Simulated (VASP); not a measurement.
## Energy of WSi₂ along an even scaling of the cell

System: WSi₂ (I4/mmm, 3 atoms in the cell).
Method: Kohn-Sham DFT of a periodic cell, PBEsol, VASP PAW PBE potentials, recommended, no spin polarisation (VASP 6.6.1).

The 7 runs differ only in the geometry, by an even scaling of the cell at fixed fractional positions. The structure derives from an entry of the Crystallography Open Database.

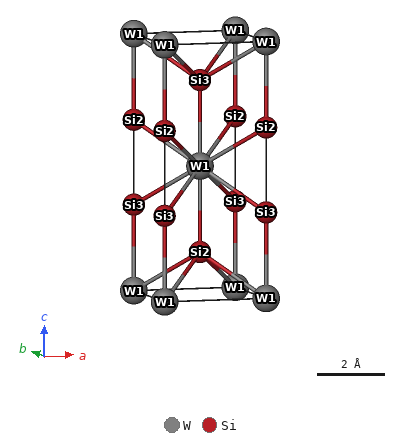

Figure 1. The structure of run 4 (ball-and-stick view of the cell 2 times as large as that of the calculation, set on its symmetry axes, seen slightly off an axis; atoms are numbered from 1 in the order of the input).

### INCAR of run 4
```
SYSTEM = Si2W
PREC = Accurate ; ENCUT = 520
EDIFF = 1E-7 ; ISMEAR = -1
SIGMA = 0.05 ; LREAL = .False.
LASPH = .True. ; NELM = 80
ALGO = Normal ; ISIF = 2
LWAVE = .False. ; LCHARG = .False.
GGA = PS ; NBANDS = 18
```

### KPOINTS of run 4
```
Automatic mesh
0
Gamma
  12 12 12
  0 0 0
```

### POSCAR of run 4
```
Si2W
1.0
   -1.6069000000      1.6069000000      3.9149500000
    1.6069000000     -1.6069000000      3.9149500000
    1.6069000000      1.6069000000     -3.9149500000
W Si
1 2
Direct
    0.0000000000      0.0000000000      0.0000000000
    0.6653000000      0.6653000000      0.0000000000
    0.3347000000      0.3347000000      0.0000000000
```

Command:
```bash
cat potpaw_PBE.64/W_sv/POTCAR potpaw_PBE.64/Si/POTCAR > POTCAR
mpirun -np 1 vasp_std > vasp.out
```

Lattice vectors (Å) and fractional positions of run 4:
```
  -1.606900    1.606900    3.914950
   1.606900   -1.606900    3.914950
   1.606900    1.606900   -3.914950
W   0.000000  0.000000  0.000000
Si  0.665300  0.665300 -0.000000
Si  0.334700  0.334700  0.000000
```

Run 6 differs from it as follows:
```diff
-   -1.6069000000      1.6069000000      3.9149500000
-    1.6069000000     -1.6069000000      3.9149500000
-    1.6069000000      1.6069000000     -3.9149500000
+   -1.6280458460      1.6280458460      3.9664684080
+    1.6280458460     -1.6280458460      3.9664684080
+    1.6280458460      1.6280458460     -3.9664684080
```

### Results, with one run withheld

| run | volume per atom (Å³) | free energy per atom, from the lowest run given (meV) | pressure (GPa) |
| --- | --- | --- | --- |
| 1 | 12.670 | 30.65 | 14.57 |
| 2 | 12.939 | 11.20 | 8.58 |
| 3 | 13.209 | 1.31 | 3.20 |
| 4 | 13.479 | 0.00 | −1.63 |
| 5 | 13.748 | 6.39 | −5.97 |
| 6 | 14.018 | ? | ? |
| 7 | 14.287 | 39.18 | −13.33 |

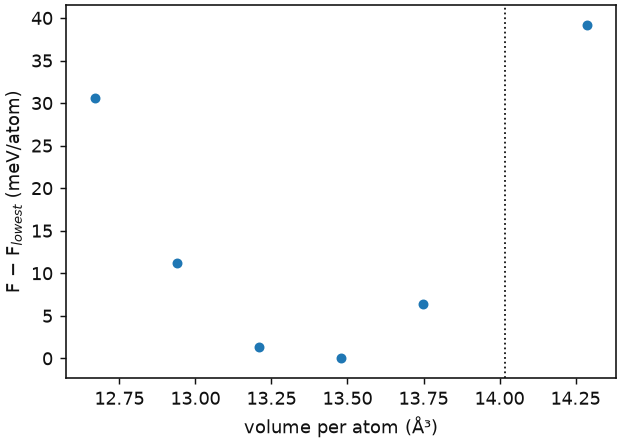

Figure 2. Free energy per atom of the runs given; the dotted line marks run 6.

What should run 6 give?

A cubic polynomial in V^(−2/3) (the Birch–Murnaghan form), fitted to the 6 runs given, misses them by at most 0.01 meV per atom. With x = V^(−2/3) − 0.17751 Å⁻², it reads F = −0.4538 + 187 x + 7.044e+05 x² + 8.2965e+05 x³ (meV per atom). At run 6 it gives 19.72 meV per atom, and the run itself gives 19.69. The slope of the fit gives a pressure −dF/dV of −9.82 GPa there, and the run prints −9.85 GPa. The fit has its minimum at 13.386 Å³ per atom, where V d²F/dV² gives 236 GPa. Cell shape and fractional positions are held, so this is the stiffness under even scaling; the relaxed bulk modulus wasn't computed.

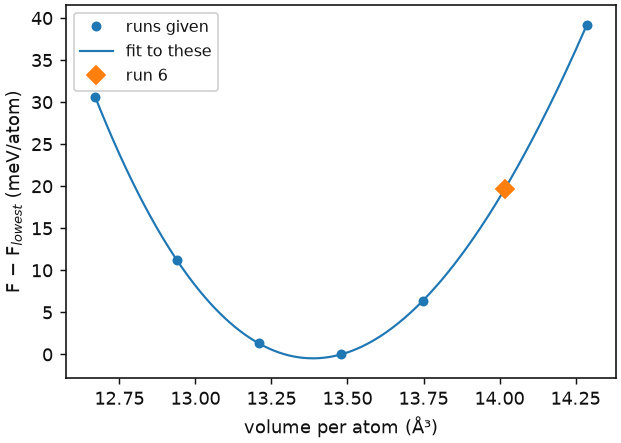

Figure 3. The fit and the withheld run.

### OSZICAR and lines of OUTCAR (run 6)
```
N       E                     dE             d eps       ncg     rms          rms(c)
DAV:   1     0.127313210332E+03    0.12731E+03   -0.10832E+04  5868   0.123E+03
DAV:   2    -0.230718526736E+02   -0.15039E+03   -0.14692E+03  6752   0.319E+02
DAV:   3    -0.274710492100E+02   -0.43992E+01   -0.43500E+01  7392   0.491E+01
DAV:   4    -0.275094907987E+02   -0.38442E-01   -0.38399E-01  7012   0.486E+00
DAV:   5    -0.275099127131E+02   -0.42191E-03   -0.42189E-03  7030   0.541E-01    0.241E+01
DAV:   6    -0.267087198517E+02    0.80119E+00   -0.37744E+00  6250   0.134E+01    0.797E+00
DAV:   7    -0.266100123594E+02    0.98707E-01   -0.29962E-01  6256   0.299E+00    0.446E+00
DAV:   8    -0.265808874802E+02    0.29125E-01   -0.59012E-02  6562   0.182E+00    0.319E-01
DAV:   9    -0.265803211043E+02    0.56638E-03   -0.12112E-03  6788   0.281E-01    0.195E-01
DAV:  10    -0.265801592559E+02    0.16185E-03   -0.31031E-04  6984   0.153E-01    0.397E-02
DAV:  11    -0.265801516644E+02    0.75915E-05   -0.42732E-05  6714   0.483E-02    0.193E-02
DAV:  12    -0.265801517938E+02   -0.12935E-06   -0.22068E-06  6850   0.934E-03    0.490E-03
DAV:  13    -0.265801512383E+02    0.55552E-06   -0.48154E-07  6338   0.598E-03    0.841E-04
DAV:  14    -0.265801511843E+02    0.53978E-07   -0.16286E-08  3248   0.118E-03
   1 F= -.26580151E+02 E0= -.26579098E+02  d E =-.210677E-02
[... from OUTCAR:]
  free energy    TOTEN  =       -26.58015118 eV
  energy without entropy =      -26.57804441  energy(sigma->0) =      -26.57909780
 E-fermi :  11.3038     XC(G=0): -12.4209     alpha+bet :-18.2759
  free  energy   TOTEN  =       -26.5801511843 eV
  energy  without entropy=      -26.5780444150  energy(sigma->0) =      -26.57909780
```

Notes: Spin–orbit coupling is left out, which matters for W.
